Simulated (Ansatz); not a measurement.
Structure data:

```
Ti
1.0
     2.25765   -3.91036    0.00000
     0.00000    0.00000   -2.79879
    18.74202   10.82071    0.00000
Ti
12
Direct
  0.50000 0.00000 0.22897
  0.00000 0.00000 0.40966
  0.50000 0.00000 0.59034
  0.00000 0.00000 0.77103
  0.50000 0.50000 0.83126
  0.00000 0.50000 0.28920
  0.50000 0.50000 0.46989
  0.00000 0.50000 0.65057
  0.00000 0.50000 0.16874
  0.50000 0.50000 0.34943
  0.00000 0.50000 0.53011
  0.50000 0.50000 0.71080
```

> Give a crystallographic description of this input.

The element is titanium. The cell holds twelve atoms.

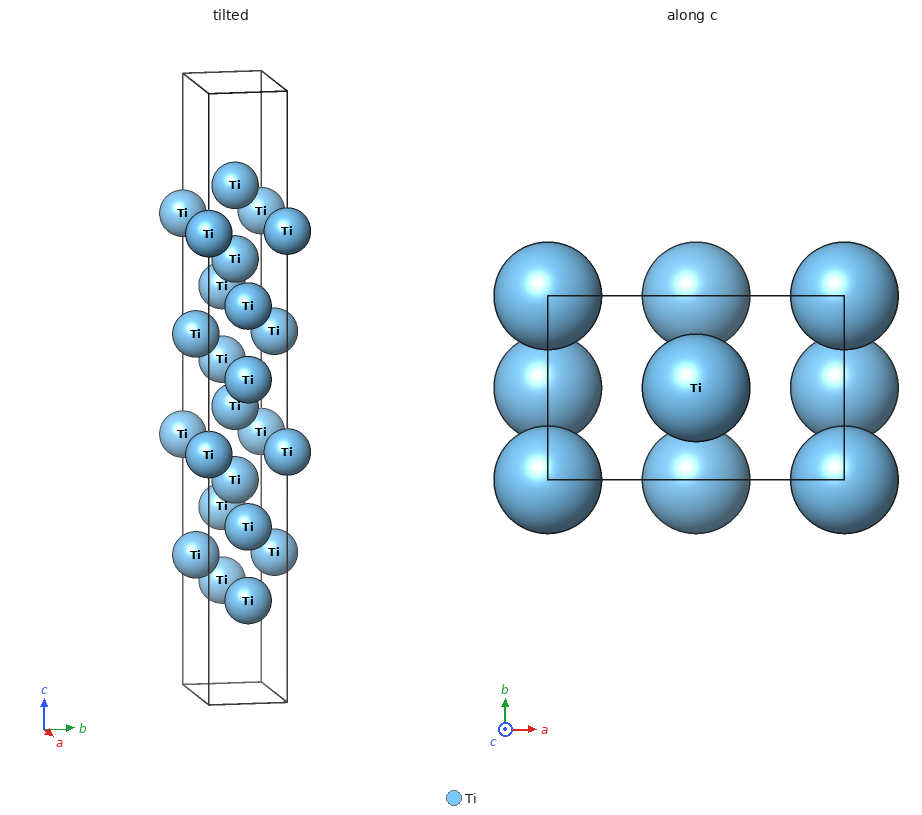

View slightly off an axis and along the c axis, drawn as a spheres-only model. The simulation cell is drawn as a box. Colours: titanium blue.

It derives from a structure listed in the Materials Project. The cell was then strained or its atoms displaced on purpose. It was the input of a calculation with Ansatz.
